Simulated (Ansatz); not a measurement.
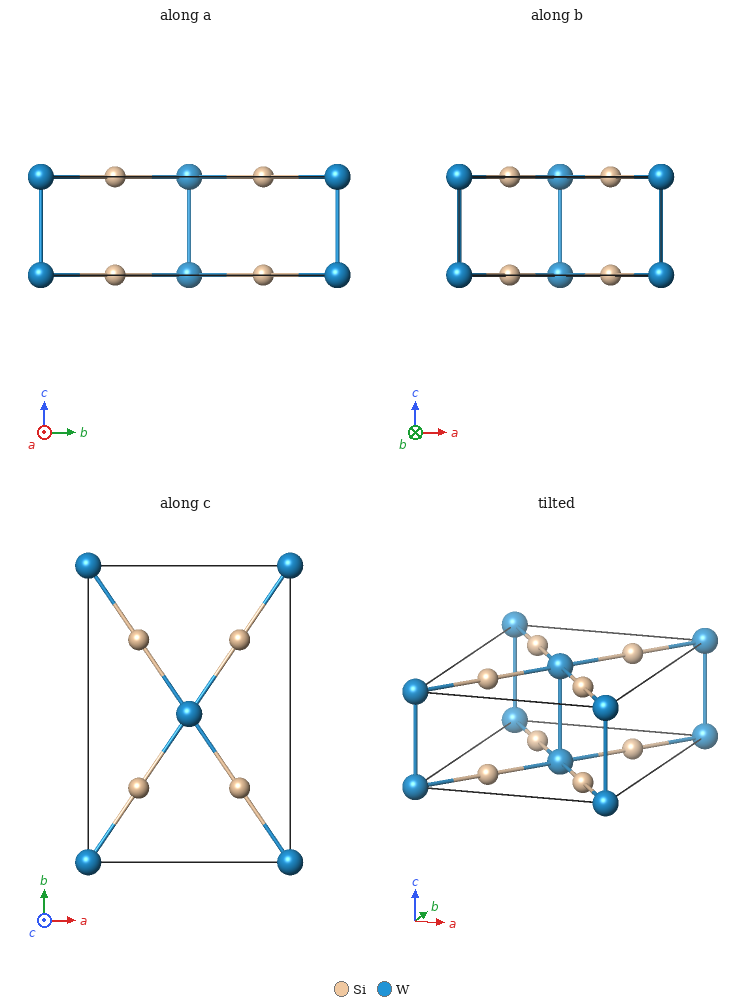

We look at a ball-and-stick model of the crystal along the a axis, along the b axis, along the c axis and slightly off an axis. The conventional unit cell is drawn as a box.

Lattice parameters: a = 5.502 Å, b = 8.082 Å, c = 2.677 Å, α = 90.00°, β = 90.00°, γ = 90.00°. Put a along x and b in the xy plane.

**Write down what is shown as a POSCAR file.**

```
Si W
1.0
     5.502    0.000    0.000
     0.000    8.082    0.000
     0.000    0.000    2.677
Si W
4 2
Direct
  0.2500 0.2500 0.0000
  0.2500 0.7500 0.0000
  0.7500 0.7500 0.0000
  0.7500 0.2500 0.0000
  0.0000 0.0000 0.0000
  0.5000 0.5000 0.0000
```

The structure comes from a random cell made by a generator, so it need not be a real form of the compound. A relaxation with DFT PBE, scalar-relativistic, plane waves, PAW in Ansatz gave the geometry drawn.
